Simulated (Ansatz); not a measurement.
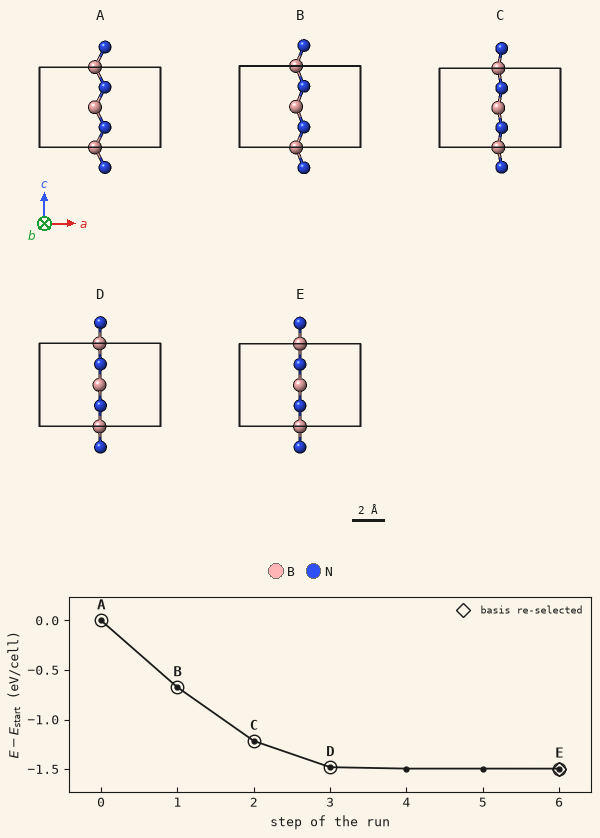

Frames of a relaxation of a wire of composition BN, marked on the history of the run. A ball-and-stick model of the 2 repeat of the cell, with the vacuum cut short, seen along the b axis.

Case: zigzag chain of atoms.

Theory: DFT r2SCAN, scalar-relativistic, plane waves, PAW (Ansatz 0.2.0). (plane-wave cutoff 500 eV; k-point mesh 1 × 1 × 25; occupations gaussian; smearing width 0.05 eV; collinear spin; cell relaxed at fixed a, b, alpha, beta, gamma; force threshold 0.01 eV/Å; at most 45 steps)

Question: What happens along the run?

Answer: Over 5 accepted moves (6 points after the start) the energy falls by 1.495 eV per cell of the calculation. Largest force component: 6.1 eV/Å at the start, under 0.0001 eV/Å at the end. At 1 point the geometry stayed and the basis and grid were re-selected for the new cell (energy shift of 0.2 meV per cell of the calculation at most each time). The largest moves relative to the layer's centre, 0.32 Å, are those of B and N atoms. By element the largest moves are B 0.32 Å, N 0.32 Å. Along the periodic axis the drawn cell goes c 5.064 → 5.214 Å (+3.0 %). Among the contacts that change: B–N 1.415 → 1.303 Å. Among the angles between lasting bonds that change: N–B–N 126.9° → 180.0°, B–N–B 126.9° → 180.0°. The program noted that the starting moments weren't kept. From step 0 to 1: B and N atoms move most (0.07 Å), energy −0.675 eV per cell of the calculation. From step 1 to 2: B and N atoms move most (0.14 Å), energy −0.541 eV per cell of the calculation. From step 2 to 3: B and N atoms move most (0.08 Å), energy −0.265 eV per cell of the calculation. From step 3 to 6: B and N atoms move most (0.03 Å), energy −14.5 meV per cell of the calculation.

```
step  E − E(0), meV/atom  largest force component, eV/Å                      note
   0                0.00                         6.1236                          
   1             -337.26                         4.1554                          
   2             -607.94                         0.6231                          
   3             -740.40                         0.3671                          
   4             -747.56                         0.0026                          
   5             -747.56                         0.0000                          
   6             -747.65                         0.0000  same geometry, new basis
```
